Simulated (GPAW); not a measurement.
Consider KF (Carobbiite, Fm-3m).

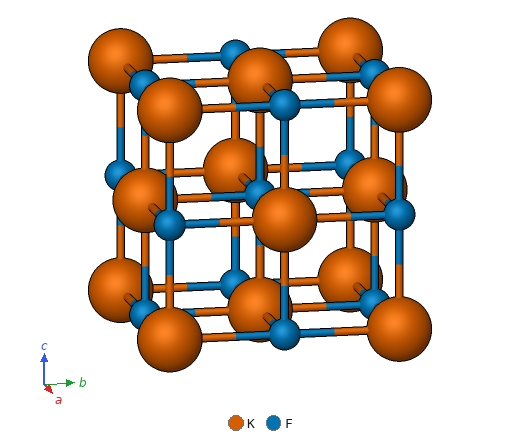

The structure (potassium orange, fluorine blue). Some periodic images of atoms are drawn too.

```xyz
2
Lattice="0.0000 2.6719 2.6719 2.6719 0.0000 2.6719 2.6719 2.6719 0.0000" Properties=species:S:1:pos:R:3 pbc="T T T"
K     0.0000    0.0000    0.0000
F     2.6719    2.6719    2.6719
```

Absorber: atom 1, with 6 F at 2.67 Å (octahedral, site symmetry m-3m). Method: GPAW, PBE, full core hole (charged cell), 12-atom cell with 6.5 Å between holes, 3×3×3 k points, dipole transitions, Gaussian full width 0.9 eV up to 4 eV, rising linearly to 3.5 eV at 25 eV.

Q: What does the K K edge look like?

Main maxima up to 30 eV above the zero (height): 3.4 eV (2.46), 11.3 eV (2.58) and 24.4 eV (1.08). A K edge sees empty p states on the absorber. The total-energy difference plus the lowest empty eigenvalue puts the zero at 3623.93 eV. One term is added: -19.86 eV, since the hole is spin-paired here and a spin-polarised one costs that much less in the free atom (computed apart). The photon energy is then 3604.07 eV. The tabulated edge of the element is 3608.4 eV. The functional and the charged cell's background leave an error of a few eV in such absolute values.

The K K spectrum (energy from the lowest empty level; intensity scaled to a mean of 1 over the first 20 eV):

```tsv
E (eV)	intensity
-2.0	0.00
-0.5	0.00
1.0	0.07
2.5	1.18
4.0	1.66
5.5	0.41
7.0	0.50
8.5	1.01
10.0	2.12
11.5	2.54
13.0	1.16
14.5	0.70
16.0	0.66
17.5	0.58
19.0	0.59
20.5	0.73
22.0	0.91
23.5	1.04
25.0	1.06
26.5	0.94
28.0	0.85
29.5	0.76
```

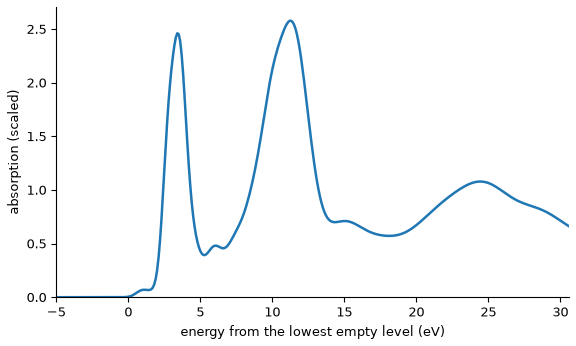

The K K edge.

The mesh is coarse (0.39 Å⁻¹ between points), so small maxima may be mesh ripples. The structure is a published determination, not relaxed.

[Banner, clock and machine lines of the logs are left out without a mark of their own.]

[Logs are printed without paths, hosts, clocks, repeated set-up lines and the standing remarks that a program may print on its own settings, such as how far it seeks lower states.]

[Hosts, paths, dates, database ids (printed as entryN), source tags and the programs' standing remarks are cut or masked in the printed files.]

[Lists of maxima count a maximum above −3 eV only where it reaches 4 % of the highest in the window and stands out from its surroundings by 2 % of it (1.5 % where it reaches 55 %); shoulders and weaker maxima are passed over, and of the rest the first, up to two pre-edge ones and the few strongest are named.]
